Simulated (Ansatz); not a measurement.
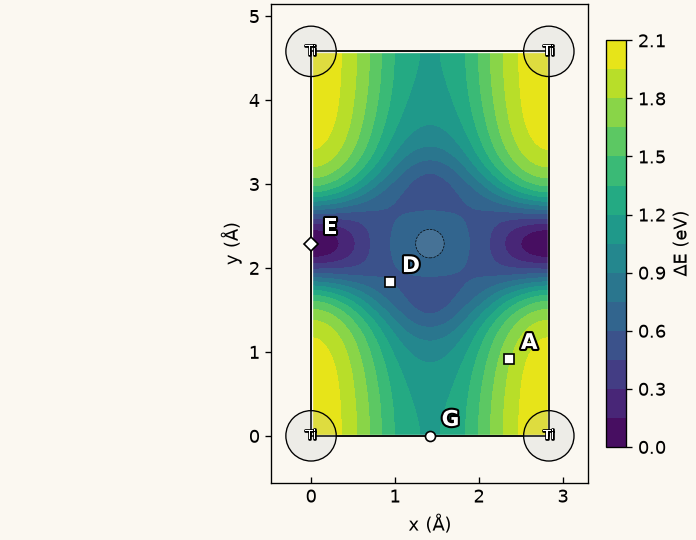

S on a Ti(100) slab cut from the P6/mmm phase, its upper half relaxed before the scan (6 atoms of substrate and one adsorbate in a 1 × 1 cell). 
- S is moved over the surface cell; relaxed at each place: the height of the adsorbate's atoms; substrate rigid; the origin of the map has the adsorbate above Ti6.
- Places are given modulo a cell vector. The map is drawn in real space over the plane of the surface.
- The grid has 6 × 10 points; 24 points were computed and 36 follow by symmetry.
- Energies are in eV, from the lowest grid point.
- With one adsorbate in each 1 × 1 cell, its nearest image is 2.8 Å away, so neighbouring adsorbates interact.
- All numbers below come from DFT PBE, scalar-relativistic, plane waves, PAW (Ansatz 0.2.0). Settings: cutoff 420 eV, k-mesh 9×6×1, gaussian smearing 0.1 eV, no spin polarisation.

The picture shows filled contours, labelled circles for the atoms of the top layer and small ones for the second layer, the outline of one cell of the plane, lettered points. Between grid points the surface is interpolated.

**What kind of point is each of A, D, E, G: minimum, saddle, maximum or slope?**

A: on a slope; D: saddle point; E: minimum; G: saddle point. (In these two coordinates alone; a stationary point may lie a little off the grid point.)

**Rank the lettered points by energy, lowest first.**

E (0.00 eV), D (0.60 eV), G (1.19 eV), A (1.78 eV).

PAW datasets: the set soft_1.
